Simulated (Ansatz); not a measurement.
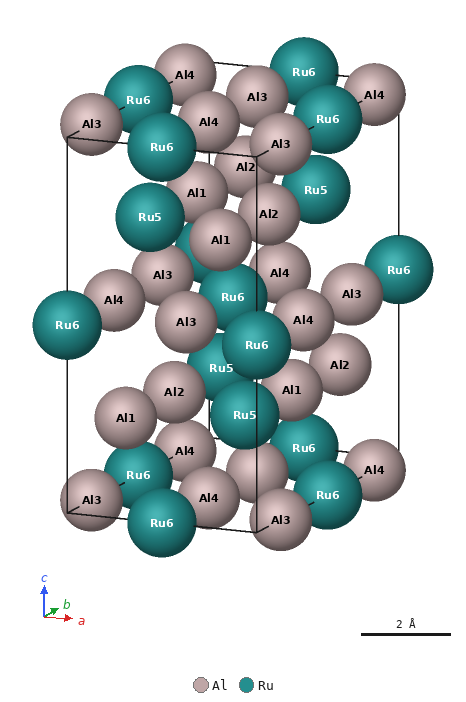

**Figure 1.** The input geometry (spheres-only view of the cell 4 times as large as that of the calculation, set on its symmetry axes, seen slightly off an axis; atoms are numbered from 1 in the order of the input). An atom can appear more than once, as a periodic image.

## Single-point calculation, with input and output: Al$_{2}$Ru

System: Al$_{2}$Ru (Fddd, 6 atoms in the cell).
Method: DFT r2SCAN, scalar-relativistic, plane waves, PAW (harder set), no spin polarisation (Ansatz 0.2.0).

The structure derives from a Materials Project entry. It belongs to a series of runs on one base structure; here: potentials: PAW (harder set). Figures and captions count atoms from 1; the log counts them from 0 in places.

## Log
```
Engine: ansatz 0.2.0, x86_64-unknown-linux-gnu
Pseudopotentials: kind: paw
Pseudopotential: Al, paw, valence charge 11, recommended cutoff 900 eV (normal), Al.paw.azcp
Pseudopotential: Ru, paw, valence charge 16, recommended cutoff 990 eV (meta_gga), Ru.paw.azcp
Functional definition: r2SCAN
  parameter k0 = 0.174
  parameter k1 = 0.065
  parameter a1 = 4.9479
  exchange = r2scan_x(k0 = k0, k1 = k1, a1 = a1)
  correlation = r2scan_c
Crystal: 6 atoms, lattice volume = 82.438 Å³
Basis set: ecut = 990 eV, 5851 PW (Γ), exchange–correlation on 300×256×240 points (64 copies of the dense FFT grid, shifted against one another)
Bands: 46, of which v1, the nominal top of the filled ones, is band 38 counted from 1 (37 counted from 0)
Symmetry: 8 space group operations
Space group: Fddd (ITA 70), of the structure as read, at distance tolerance 4.4e-5 Å
k-points: 171 of 1000
Non-local potential: Al, projectors of the file, l = 0: 2, l = 1: 2, l = 2: 1
Non-local potential: Ru, projectors of the file, l = 0: 3, l = 1: 2, l = 2: 2, l = 3: 2
PAW form: soft (Blöchl's): semilocal exchange-correlation on the pseudo side does not see the compensation charge
PAW frozen core: Al, regenerated for the run's functional (the file was generated under x = pbe(κ = 0.804, μ = 0.2195149727645171), c = pbe(β = 0.06672455060314922))
PAW frozen core: Ru, regenerated for the run's functional (the file was generated under x = pbe(κ = 0.804, μ = 0.2195149727645171), c = pbe(β = 0.06672455060314922))
PAW one-centre angular grid: Al, 302 points (default); XC on 160 Gauss nodes
PAW one-centre angular grid: Ru, 590 points (default); XC on 160 Gauss nodes
Initial density: superposition of atomic densities (chi_scale 0.1, normalization cell, long waves kept (reshape's long-wave potential 0.00 eV rms))
Initial wavefunctions: pseudopotential atomic-orbital guess
Functional: x = r2scan, c = r2scan; τ floored in thin density (d = 2e-4 eV/Å³)
SCF iter   1: F=—  HF=-21528.526085 eV  |F-HF|=—  |Δ(HF+E_count)|=         —  Δρ=1.57e-1  dr2=2.94e1  dr2_τ=8.06e0  ethr=3.10e-3  ⟨swp⟩=7.5  Hψ=32882  notcnv=0
preconditioner: auto → Resta (q_TF=auto, 2.692 Å⁻¹)  ε∞=8.7  [insulator: Δε(μ)=1.088 eV  Ē_g=7.774 eV  σ=0.010 eV  W_gap=1.00  n_scr=26 (ndim 8)  ℏωp=21.6 eV  f_vac=0.000  D(μ)=0.00/eV (n_scr^D=0)  ε∞_Penn≈8.7]
SCF iter   2: F=—  HF=-21523.696275 eV  |F-HF|=—  |Δ(HF+E_count)|=    4.83e0  Δρ=3.91e-2  dr2=1.44e0  dr2_τ=9.44e0  ethr=3.10e-3  ⟨swp⟩=4.3  Hψ=18449  notcnv=0  defer=421
SCF iter   3: F=—  HF=-21523.577282 eV  |F-HF|=—  |Δ(HF+E_count)|=   1.19e-1  Δρ=1.79e-2  dr2=1.27e-1  dr2_τ=3.77e-2  ethr=1.90e-3  ⟨swp⟩=2.1  Hψ=10908  notcnv=0  defer=304
automatic band count: iteration 3 solves 45 bands in place of 46: the levels show a gap, and the empty bands left out lie too high to hold charge; the band table lists the bands solved (type scf.n_extra_bands for more)
SCF iter   4: F=—  HF=-21523.624622 eV  |F-HF|=—  |Δ(HF+E_count)|=   4.73e-2  Δρ=2.55e-3  dr2=3.24e-3  dr2_τ=5.38e-3  ethr=1.67e-4  ⟨swp⟩=2.1  Hψ=10640  notcnv=0  defer=133
automatic band count: iteration 4 solves 44 bands in place of 45: the levels show a gap, and the empty bands left out lie too high to hold charge; the band table lists the bands solved (type scf.n_extra_bands for more)
SCF iter   5: F=—  HF=-21523.625040 eV  |F-HF|=—  |Δ(HF+E_count)|=   4.18e-4  Δρ=7.95e-4  dr2=2.37e-4  dr2_τ=6.03e-5  ethr=4.27e-6  ⟨swp⟩=2.4  Hψ=11534  notcnv=0  defer=133
SCF iter   6: F=—  HF=-21523.625060 eV  |F-HF|=—  |Δ(HF+E_count)|=   1.98e-5  Δρ=9.52e-5  dr2=3.09e-6  dr2_τ=1.27e-6  ethr=3.11e-7  ⟨swp⟩=2.0  Hψ=10985  notcnv=0  defer=133
SCF iter   7: F=—  HF=-21523.625056 eV  |F-HF|=—  |Δ(HF+E_count)|=   3.47e-6  Δρ=1.57e-5  dr2=2.14e-7  dr2_τ=5.73e-8  ethr=4.07e-9  ⟨swp⟩=2.3  Hψ=13795  notcnv=0  defer=133
SCF iter   8: F=-21523.625056 eV  HF=-21523.625056 eV  |F-HF|=8.44e-10  |Δ(HF+E_count)|=   5.53e-8  Δρ=4.61e-6  dr2=1.07e-8  dr2_τ=4.05e-9  ethr=1.32e-10  ⟨swp⟩=9.7  Hψ=34501  notcnv=0
SCF 1 converged in 8 iterations: F = -21523.625056 eV  dr2 = 1.07e-8
  greatest PAW one-centre occupation: 1.000 electrons in one spin orbital (limit 2), on the Ru atom at site 5 (counted from 0), in its partial waves of l = 0
SCF converged after 8 iterations
Free energy (F): -21523.625056 eV
Harris-Foulkes:  -21523.625056 eV  (|F-HF|=8.44e-10)
Internal energy: -21523.625056 eV  (E = F + TS)
E sigma→0 (E₀):  -21523.625056 eV
Fermi energy:    15.843435 eV
--- Per-component energies (eV) ---
  E_band       = -2184.152481
  E_kinetic    = 2647.949823
  E_local      = -12693.721875  (includes V_loc(G=0)·N_el)
  E_nonlocal   = 2384.381108
  E_hartree    = 3535.073592
  E_xc         = -840.533922
  E_vxc        = -1204.261419  (∫ρ·V_xc dr)
  E_paw        = -8067.466891  (= ΣΔE_a)
  E_vpaw       = -475.490516  (= ΣTr[D̂ρ^β])
  E_aug_tail   = -0.000226  (compensation charges beyond the density's cutoff)
  E_vtau       = 86.849673  (kinetic-family band-sum trace: ∫τ·v_τ [+ j·A + Jᵃ·Aᵃ] dr)
  E_ewald      = -8488.581393
  E_core_change = -0.725272  (= ΣΔE_core)
  E_smearing   = -0.000000  (= −TS)
  E_closure    = -0.000000  (closes the sum)
  Σ components = -21523.625056   (vs F -21523.625056, Δ=0.00e0)
--- Forces (eV/Å), atoms counted from 1 ---
  atom   1  Al     0.00000000    -0.00041581     0.00000000
  atom   2  Al     0.00000000     0.00041581     0.00000000
  atom   3  Al     0.00000000     0.00041581     0.00000000
  atom   4  Al     0.00000000    -0.00041581     0.00000000
  atom   5  Ru    -0.00000000     0.00000000     0.00000000
  atom   6  Ru     0.00000000     0.00000000     0.00000000
  max |Σ_I F_I| component: 0.00e0 eV/Å
--- Stress (GPa, compression-positive) ---
        0.271920       0.000000       0.000000
        0.000000       0.153466       0.000000
        0.000000       0.000000       0.186204
  P = ⅓ Tr σ = 0.2039 GPa (2.039 kbar)
--- Band table (eV; the first three rows and the last of 171) ---
  k-point 0: bands = ["-90.7243", "-90.7203", "-90.7200", "-90.7166", "-58.9937", "-58.9793", "-50.4458", "-50.4335", "-50.4164", "-50.4143", "-50.4138", "-50.4007", "-50.4006", "-50.3984", "-50.3723", "-50.3688", "-50.3602", "-50.3574", "-28.3503", "-28.2679", "-28.2569", "-28.2042", "-28.1946", "-28.1921", "4.0975", "9.2310", "10.8160", "10.8249", "11.3710", "12.0067", "12.1494", "12.2500", "12.3222", "12.6254", "13.6490", "14.4079", "14.5290", "15.7571", "17.6121", "18.1303", "18.2756", "18.4801", "18.6726", "19.4191"]
  k-point 1: bands = ["-90.7242", "-90.7203", "-90.7199", "-90.7168", "-58.9935", "-58.9796", "-50.4451", "-50.4337", "-50.4160", "-50.4149", "-50.4132", "-50.4018", "-50.4000", "-50.3986", "-50.3719", "-50.3687", "-50.3603", "-50.3578", "-28.3492", "-28.2717", "-28.2543", "-28.2054", "-28.1939", "-28.1921", "4.2230", "9.2322", "10.4030", "10.9130", "11.1171", "12.1381", "12.2397", "12.3724", "12.5022", "12.7044", "13.5588", "14.3449", "14.5026", "15.2268", "17.4627", "17.6935", "18.1931", "18.4310", "18.6761", "19.7400"]
  k-point 2: bands = ["-90.7238", "-90.7205", "-90.7198", "-90.7171", "-58.9928", "-58.9804", "-50.4433", "-50.4341", "-50.4170", "-50.4140", "-50.4123", "-50.4037", "-50.3997", "-50.3991", "-50.3706", "-50.3683", "-50.3608", "-50.3588", "-28.3463", "-28.2788", "-28.2508", "-28.2075", "-28.1940", "-28.1908", "4.5937", "9.1819", "9.7960", "10.6583", "11.1225", "12.0334", "12.1621", "12.5219", "12.7249", "13.2293", "13.4773", "14.0894", "14.3217", "14.5457", "16.7606", "17.5200", "18.0976", "18.2131", "19.2146", "20.0240"]
  k-point 170: bands = ["-90.7221", "-90.7221", "-90.7185", "-90.7185", "-58.9867", "-58.9867", "-50.4313", "-50.4313", "-50.4183", "-50.4183", "-50.4129", "-50.4129", "-50.3981", "-50.3981", "-50.3710", "-50.3710", "-50.3589", "-50.3589", "-28.3057", "-28.3057", "-28.2470", "-28.2470", "-28.1828", "-28.1828", "6.1385", "6.1385", "10.2799", "10.2799", "11.7831", "11.7831", "12.1421", "12.1421", "13.3547", "13.3547", "14.0962", "14.0962", "14.3812", "14.3812", "18.1167", "18.1167", "18.4367", "18.4367", "19.6015", "19.6015"]
```

The run was set up as follows.

## Input file
```yaml
crystal:
  lattice:
    - [0.0, 3.9898374997, 4.3915250777]
    - [2.3524746913, 0.0, 4.3915250777]
    - [2.3524746913, 3.9898374997, 0.0]
  atoms:
    - { symbol: Al, position: [0.07906103, 0.42093897, 0.07906103] }
    - { symbol: Al, position: [0.42093897, 0.07906103, 0.42093897] }
    - { symbol: Al, position: [0.17093897, 0.82906103, 0.17093897] }
    - { symbol: Al, position: [0.82906103, 0.17093897, 0.82906103] }
    - { symbol: Ru, position: [0.75, 0.75, 0.75] }
    - { symbol: Ru, position: [0.5, 0.5, 0.5] }
basis: {}
kpoints:
  mp_grid: { grid: [10, 10, 10] }
hamiltonian:
  xc: r2scan
  pseudopotentials: { kind: paw, source: ansatz }
scf:
  occupations: { method: gaussian, width: 0.01 }
output:
  forces: true
  stress: true
  eigenvalues: true
```

Run as:
```bash
ansatz run input.yaml --threads 1 --pin off --max-ram 2560MiB --backend cpu --events-out ev --progress --plain --runs-dir out
```

## Summary

| quantity | value |
| --- | --- |
| outcome | converged |
| space group (tolerance 0.01 Å) | Fddd (70) |
| electrons treated | 76 |
| free energy | −21523.6251 eV |
| Fermi energy | 15.843 eV |
| gap on the k-point mesh | 0.17 eV |
| pressure | 0.20 GPa |
| largest force (length of the vector) | under 0.001 eV/Å |
| hardware | 1 thread of Intel Xeon @ 2.70GHz, 189 GiB of memory available, shared host |
| wall time | 3.8 min |
| peak memory | 2.4 GiB |
